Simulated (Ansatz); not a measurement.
Geometry relaxation, with input and output: Rb₃HCl₃ (part 3 of 3)

Continued. System: Rb₃HCl₃ (slab, 7 atoms in the cell). Method: DFT PBEsol, scalar-relativistic, plane waves, PAW, spin-polarised (Ansatz 0.2.0); cutoff 420 eV, 6×6×1 k-mesh, Gaussian smearing of 0.05 eV, collinear spins. The structure derives from an entry of the Crystallography Open Database. The input holds or restrains some coordinates. Forces given for the steps count only the free coordinates. It belongs to a series of runs on one base structure; here: H put at a bridge Rb-Cl site.

Geometry of the input (Å; fractional positions):
```
4.6301  0.0000  0.0000
0.0000  4.6301  0.0000
0.0000  0.0000  25.5480
Rb 0.5000  0.5000  0.3327
Cl 0.0000  0.0000  0.3327
Rb 0.0000  0.0000  0.4598
Cl 0.5000  0.5000  0.4595
Rb 0.5000  0.5000  0.5862
Cl 0.0000  0.0000  0.5871
H  0.7500  0.2500  0.6615
```

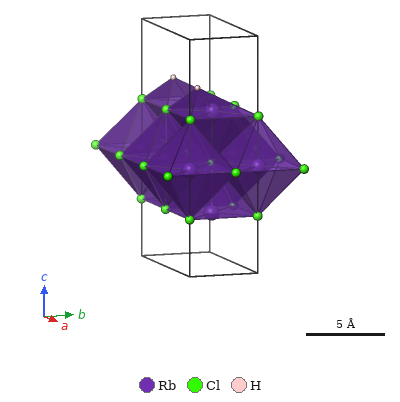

*The geometry at step 4 of the log (polyhedral view of the 2 × 1 repeat of the cell, with the vacuum cut short, seen slightly off an axis; polyhedra are completed across the faces of the cell).*

```
WARN: The output density's exchange-correlation potential varies sharply where the density is thin. Do not read a vacuum level from v_tot or v_xc, or from such a field of the output density. On a cell that repeats whose density bears no net charge and no dipole along the vacuum's axis use v_es (v_loc + v_h of the components); under efield.dipole_correction with no amplitude use v_es + v_field, which holds any external_charges[].barrier, or the levels of the report's work_function block, which leave it out; under a non-zero efield.amplitude the vacuum is tilted and has no level; on a cell that repeats and bears such a dipole with no correction it is tilted too, and efield.dipole_correction with no amplitude gives each side of its ramp a level where efield: is served; in a cell that repeats whose density bears a net charge (total_charge, or a fill off its count) it is curved and has none; of a slab under crystal.periodic whose density bears no net charge use v_es, which has a level on each side, short of where the two are joined; of another it falls or rises all the way out and has none; of a slab beside external_charges read slab_vacuum_level instead, which it has where they leave it neutral. The grid or the basis barely resolves most such structure, and the values can differ between equally converged runs; as a rule a tighter scf.convergence.dr2_threshold does not remove it. Where the density itself ripples (under the LDA too) a higher basis.ecutwfc lessens it. The files hold the spikes' plane waves up to the density's cutoff. Files: v_tot_of_output_density and the like, and their columns of v_z.tsv (output.write_potential); v_xc_of_output_density and the like, and their columns of v_comp_z.tsv (output.write_potential_components). Measured: with its Gaussian average of σ = 0.25 Å subtracted twice, the exchange-correlation potential is over 0.1 eV at 1613 of the grid points where the equally averaged density (valence and model cores) is under 1e-3 e/Å³, and 0.557 eV at the most among them, at an averaged density of 9.9e-4 e/Å³. The input density's (outcome.potential() and, of a run that writes arrays, v_tot and v_xc) is over 0.1 eV, so measured, at 1614 points of its own thin density, 0.560 eV at the most. See output.write_potential in the manual, Limitations
SCF converged after 9 iterations
Stability not checked: this state was not tested for a lower state beside it, because the mixer in use, unlike msr1, does not test its closes by its own steps (another_mixer; see scf.mixing.algorithm and scf.lower_state_search)
Magnetization: 1.0000 μB (25.0000 up, 24.0000 down)
Absolute magnetization: 1.0253 μB (∫|ρ↑−ρ↓|, with the PAW one-centre terms)
Spin contamination: 0.0023 ħ² per cell (⟨S²⟩ above its minimum at these occupations)
Per-site moments (μB) at R_I (Å): [(2.6356621318097543e-5, 1.3471269369843228), (0.00035610318654996084, 1.330592663048348), (0.003640912285394003, 1.327167525781736), (0.0011348585902830534, 1.3471269369843228), (0.005629915404307355, 1.1983603816253465), (0.11340478734103046, 0.9064342971278618), (0.5832949395372617, 0.9064342971278618)]
Free energy (F): -12858.118498 eV
Harris-Foulkes:  -12858.118498 eV  (|F-HF|=2.22e-9)
Internal energy: -12858.118498 eV  (E = F + TS)
E sigma→0 (E₀):  -12858.118498 eV
Fermi energy:    -1.011999 eV
Dipole field:    D = -0.035814 V/Å  (p = -0.108402 e·Å, saw-weighted, corrected)
Work function:   Φ+ = 4.4055 eV   Φ− = 3.4905 eV
Levels:          The Fermi level and band energies are counted from a zero that moves with the ramp; work functions are not
--- Per-component energies (eV) ---
  E_band       = -543.047111
  E_kinetic    = 1074.152531
  E_local      = -19225.733045  (includes V_loc(G=0)·N_el)
  E_nonlocal   = 611.815680
  E_hartree    = 8944.906380
  E_xc         = -714.980054
  E_vxc        = -784.913243  (∫ρ·V_xc dr)
  E_paw        = -9633.506645  (= ΣΔE_a)
  E_vpaw       = -106.713767  (= ΣTr[D̂ρ^β])
  E_aug_tail   = -0.000631  (compensation charges beyond the density's cutoff)
  E_efield     = 0.001941  (sawtooth field / dipole correction)
  E_vefield    = -1.467730  (∫n·V_field dr)
  E_ewald      = 6084.619037
  E_core_change = 0.606309  (= ΣΔE_core)
  E_smearing   = -0.000000  (= −TS)
  E_closure    = -0.000000  (closes the sum)
  Σ components = -12858.118498   (vs F -12858.118498, Δ=0.00e0)
--- Forces (eV/Å), atoms counted from 1 ---
  atom   1  Rb    -0.00087788     0.00087788     0.04521256
  atom   2  Cl    -0.00041324     0.00041324    -0.04415077
  atom   3  Rb    -0.00030238     0.00030238    -0.00164718
  atom   4  Cl     0.00152188    -0.00152188     0.00056890
  atom   5  Rb    -0.00259489     0.00259489    -0.00268710
  atom   6  Cl     0.00239778    -0.00239778     0.00198155
  atom   7  H      0.00025801    -0.00025801     0.00072554
  max |Σ_I F_I| component: 1.07e-5 eV/Å
--- Band table (eV; the first three rows and the last of 26) ---
  k-point 0 ↑: bands = ["-27.7096", "-27.6393", "-27.3260", "-15.7989", "-15.5337", "-15.4178", "-11.9133", "-11.7976", "-11.7886", "-11.7886", "-11.7421", "-11.7306", "-11.4550", "-11.4478", "-11.4478", "-5.2359", "-3.9796", "-3.8566", "-3.8097", "-3.7124", "-3.6165", "-3.6153", "-3.5406", "-3.5402", "-2.1690", "1.4245", "2.2186", "2.6444", "2.7897", "3.0058", "3.0973", "3.3202"]
  k-point 1 ↑: bands = ["-27.7081", "-27.6378", "-27.3245", "-15.8126", "-15.5480", "-15.4350", "-11.9051", "-11.7926", "-11.7784", "-11.7686", "-11.7287", "-11.7167", "-11.4557", "-11.4385", "-11.4319", "-5.2549", "-4.0664", "-3.9341", "-3.8956", "-3.8196", "-3.7136", "-3.6905", "-3.6763", "-3.6191", "-2.1296", "1.7415", "2.5106", "2.9377", "3.0070", "3.2365", "3.4150", "3.5468"]
  k-point 2 ↑: bands = ["-27.7051", "-27.6347", "-27.3215", "-15.8399", "-15.5764", "-15.4692", "-11.8882", "-11.7813", "-11.7578", "-11.7281", "-11.7048", "-11.6859", "-11.4570", "-11.4198", "-11.3996", "-5.3045", "-4.3226", "-4.1612", "-4.1193", "-3.9974", "-3.8520", "-3.8320", "-3.7697", "-3.7046", "-2.0634", "2.4549", "3.0323", "3.3851", "3.7914", "3.8347", "3.9462", "4.1062"]
  k-point 12 ↓: bands = ["-27.6986", "-27.6228", "-27.3122", "-15.6092", "-15.5064", "-15.3916", "-11.9271", "-11.9271", "-11.8729", "-11.8678", "-11.8652", "-11.7490", "-11.5817", "-11.5816", "-11.4385", "-4.3166", "-3.9347", "-3.9189", "-3.8679", "-3.7939", "-3.7903", "-3.6853", "-3.6810", "-3.6379", "0.5549", "2.8577", "2.9731", "3.7381", "4.0112", "4.1850", "4.6301", "4.8562"]
--- Relaxed structure (7 steps of the walk, 7 accepted, 0 SCFs on fresh bases) ---
  F+E_penalty+E_count = -12858.11849832 eV   max|allowed force component| = 2.687e-3 eV/Å
  atoms:
    - { symbol: Rb, position: [0.5000000000000001, 0.5000000000000001, 0.3327070612] }
    - { symbol: Cl, position: [0.0, 0.0, 0.3327070612] }
    - { symbol: Rb, position: [-0.0014449475546980221, 0.0014449475546980221, 0.45896607587528965] }
    - { symbol: Cl, position: [0.4986240860239647, 0.5013759139760354, 0.46053506511062126] }
    - { symbol: Rb, position: [0.49974812206388736, 0.5002518779361127, 0.5906310356138723] }
    - { symbol: Cl, position: [0.00298439512726356, -0.00298439512726356, 0.5848955063894664] }
    - { symbol: H, position: [0.8477785053739685, 0.15222149462603157, 0.6611551221213724] }
--- Löwdin populations: 7 sites ---
  site symbol       q [e]    m [muB]
     0     Rb      8.1872     0.0001
     1     Cl      7.7408     0.0003
     2     Rb      8.2309     0.0036
     3     Cl      7.7158     0.0014
     4     Rb      8.2065     0.0274
     5     Cl      7.6290     0.1403
     6      H      1.0930     0.8133
  spilling = 0.004016 (of n_electrons = 49.000000)
```

File populations.tsv:
```
# site	symbol	l	j	q_up	q_dn
# orbitals = lowdin
# n_electrons = 49.000000
# spilling = 0.004016
0	Rb	0_4S	-	0.992691	0.992687
0	Rb	0_5S	-	0.108148	0.108065
0	Rb	1_4P	-	2.992809	2.992802
1	Cl	0_3S	-	0.961896	0.961866
1	Cl	1_3P	-	2.908633	2.908360
2	Rb	0_4S	-	0.990264	0.990051
2	Rb	0_5S	-	0.136314	0.133788
2	Rb	1_4P	-	2.990683	2.989847
3	Cl	0_3S	-	0.957602	0.957322
3	Cl	1_3P	-	2.901030	2.899882
4	Rb	0_4S	-	0.993174	0.992665
4	Rb	0_5S	-	0.130203	0.105440
4	Rb	1_4P	-	2.993585	2.991431
5	Cl	0_3S	-	0.969917	0.956465
5	Cl	1_3P	-	2.914751	2.787890
6	H	0_1S	-	0.953140	0.139816
```

Trajectory as extended XYZ (Å, eV, eV/Å), 7 frames, from step=1 to step=7:
```
7
Lattice="4.6301 0.0000 0.0000 0.0000 4.6301 0.0000 0.0000 0.0000 25.5480" Properties=species:S:1:pos:R:3:forces:R:3 step=1 energy=-12858.03536
Rb    2.3151    2.3151    8.5000    0.0000   0.0000   0.0191
Cl    0.0000    0.0000    8.5000    0.0000   0.0000  -0.0183
Rb    0.0000    0.0000   11.7468   -0.0012   0.0012  -0.0096
Cl    2.3151    2.3151   11.7400    0.0004  -0.0004  -0.0155
Rb    2.3151    2.3151   14.9771   -0.1505   0.1505  -0.1400
Cl    0.0000    0.0000   14.9991   -0.0513   0.0513   0.0196
H     3.4726    1.1575   16.8991    0.2026  -0.2026   0.1449
7
Lattice="4.6301 0.0000 0.0000 0.0000 4.6301 0.0000 0.0000 0.0000 25.5480" Properties=species:S:1:pos:R:3:forces:R:3 step=2 energy=-12858.07295
Rb    2.3151    2.3151    8.5000   -0.0012   0.0012   0.0277
Cl    0.0000    0.0000    8.5000   -0.0008   0.0008  -0.0312
Rb   -0.0085    0.0085   11.7353   -0.0031   0.0031  -0.0003
Cl    2.3062    2.3239   11.7476    0.0001  -0.0001  -0.0072
Rb    2.2780    2.3522   15.0140   -0.0608   0.0608  -0.0918
Cl   -0.0082    0.0082   14.9731   -0.0762   0.0762   0.0673
H     3.5609    1.0692   16.9431    0.1420  -0.1420   0.0355
7
Lattice="4.6301 0.0000 0.0000 0.0000 4.6301 0.0000 0.0000 0.0000 25.5480" Properties=species:S:1:pos:R:3:forces:R:3 step=3 energy=-12858.10713
Rb    2.3151    2.3151    8.5000   -0.0029   0.0029   0.0249
Cl    0.0000    0.0000    8.5000   -0.0019   0.0019  -0.0273
Rb   -0.0213    0.0213   11.7378   -0.0037   0.0037  -0.0029
Cl    2.2949    2.3352   11.7446   -0.0036   0.0036  -0.0012
Rb    2.2345    2.3956   15.0144   -0.0025   0.0025   0.0444
Cl   -0.0575    0.0575   14.9846   -0.0334   0.0334  -0.0132
H     3.6970    0.9331   16.9566    0.0480  -0.0480  -0.0247
7
Lattice="4.6301 0.0000 0.0000 0.0000 4.6301 0.0000 0.0000 0.0000 25.5480" Properties=species:S:1:pos:R:3:forces:R:3 step=4 energy=-12858.11686
Rb    2.3151    2.3151    8.5000   -0.0051   0.0051   0.0406
Cl    0.0000    0.0000    8.5000   -0.0031   0.0031  -0.0400
Rb   -0.0369    0.0369   11.7283   -0.0014   0.0014   0.0015
Cl    2.2798    2.3503   11.7606   -0.0038   0.0038  -0.0002
Rb    2.2142    2.4160   15.0716    0.0159  -0.0159   0.0280
Cl   -0.0797    0.0797   14.9573    0.0043  -0.0043  -0.0367
H     3.8268    0.8033   16.8974   -0.0068   0.0068   0.0066
7
Lattice="4.6301 0.0000 0.0000 0.0000 4.6301 0.0000 0.0000 0.0000 25.5480" Properties=species:S:1:pos:R:3:forces:R:3 step=5 energy=-12858.11783
Rb    2.3151    2.3151    8.5000   -0.0052   0.0052   0.0446
Cl    0.0000    0.0000    8.5000   -0.0030   0.0030  -0.0457
Rb   -0.0373    0.0373   11.7237    0.0008  -0.0008   0.0021
Cl    2.2790    2.3512   11.7647   -0.0006   0.0006  -0.0003
Rb    2.2430    2.3872   15.0867    0.0066  -0.0066  -0.0033
Cl   -0.0544    0.0544   14.9418   -0.0015   0.0015   0.0113
H     3.8546    0.7756   16.9049    0.0029  -0.0029  -0.0086
7
Lattice="4.6301 0.0000 0.0000 0.0000 4.6301 0.0000 0.0000 0.0000 25.5480" Properties=species:S:1:pos:R:3:forces:R:3 step=6 energy=-12858.11821
Rb    2.3151    2.3151    8.5000   -0.0043   0.0043   0.0449
Cl    0.0000    0.0000    8.5000   -0.0024   0.0024  -0.0451
Rb   -0.0310    0.0310   11.7245    0.0013  -0.0013  -0.0007
Cl    2.2848    2.3453   11.7652    0.0013  -0.0013   0.0010
Rb    2.2693    2.3608   15.0893    0.0025  -0.0025  -0.0044
Cl   -0.0294    0.0294   14.9413    0.0007  -0.0007   0.0086
H     3.8838    0.7463   16.8987    0.0009  -0.0009  -0.0043
7
Lattice="4.6301 0.0000 0.0000 0.0000 4.6301 0.0000 0.0000 0.0000 25.5480" Properties=species:S:1:pos:R:3:forces:R:3 step=7 energy=-12858.11850
Rb    2.3151    2.3151    8.5000   -0.0009   0.0009   0.0452
Cl    0.0000    0.0000    8.5000   -0.0004   0.0004  -0.0442
Rb   -0.0067    0.0067   11.7257   -0.0003   0.0003  -0.0016
Cl    2.3087    2.3214   11.7658    0.0015  -0.0015   0.0006
Rb    2.3139    2.3162   15.0894   -0.0026   0.0026  -0.0027
Cl    0.0138   -0.0138   14.9429    0.0024  -0.0024   0.0020
H     3.9253    0.7048   16.8912    0.0003  -0.0003   0.0007
```

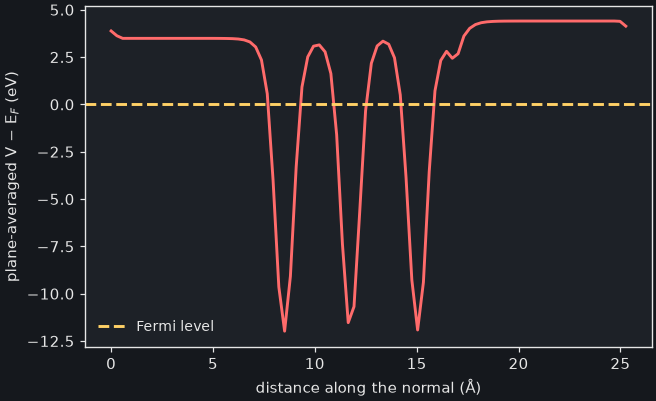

*Plane average of the electrostatic potential energy of an electron across the cell, from the Fermi level.*

The vacuum level lies 4.41 eV above the Fermi level on the upper side and 3.49 eV on the lower.

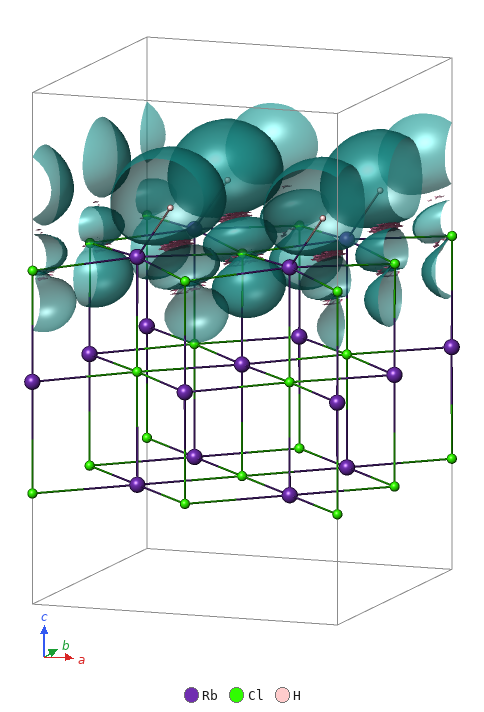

*Isosurfaces of the magnetisation density (up minus down) at +0.005 (teal) and −0.005 e/Å³ (pink), seen slightly off an axis. Sticks mark near contacts.*

The spin density sits on H: +0.6 μB in one cell of 7 atoms: a single local moment. The cell of the calculation (7 atoms) carries 1.0 μB net. In a PAW calculation such maps are meaningful between the atoms, not at the nuclei.

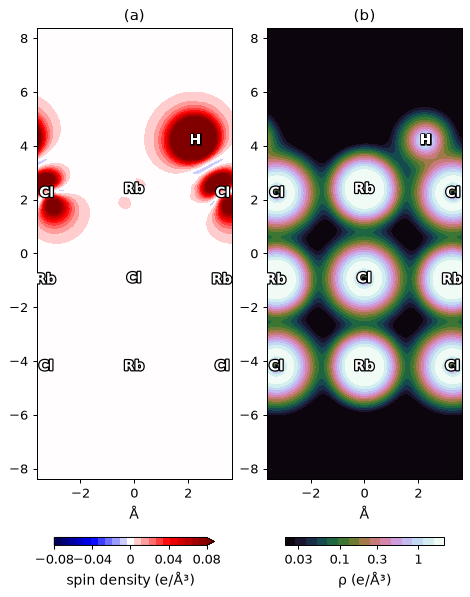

*(a) spin density (up minus down); (b) valence electron density on the (110) plane of the calculation cell, a cut from vacuum to vacuum.*

Rb–H (2.91 Å): ρ at the midpoint is about 0.09 e/Å³, with its minimum of 0.06 e/Å³ about 1.7 Å from Rb. Rb–Cl (3.22 Å): ρ is about 0.1 e/Å³ halfway. Rb–Cl (3.27 Å): ρ is about 0.09 e/Å³ halfway. Rb–Cl (3.32 Å): ρ at the midpoint is about 0.08 e/Å³. The density dies away to nearly zero in the vacuum. The spin density sits on H: +0.6 μB in one cell of 7 atoms: a single local moment. The cell of the calculation (7 atoms) carries 1.0 μB net.

Summary:

| quantity | value |
| --- | --- |
| outcome | converged under the restraints of the input |
| electrons treated | 49 |
| free energy | −12858.1185 eV |
| work function, top face | 4.41 eV |
| work function, bottom face | 3.49 eV |
| Fermi energy | −1.012 eV |
| gap on the k-point mesh | 2.03 eV |
| net moment of the cell | 1.00 μB |
| integrated absolute moment | 1.03 μB |
| final volume | 547.70 Å³ |
| work function (upper face) | 4.41 eV |
| largest force (length of the vector) at the end, held atoms and coordinates included | 0.045 eV/Å |
| wall time | 7.8 min |
| peak memory | 0.84 GiB |

Remarks:

Warnings of the run: the exchange-correlation potential is rough where the density is thin.
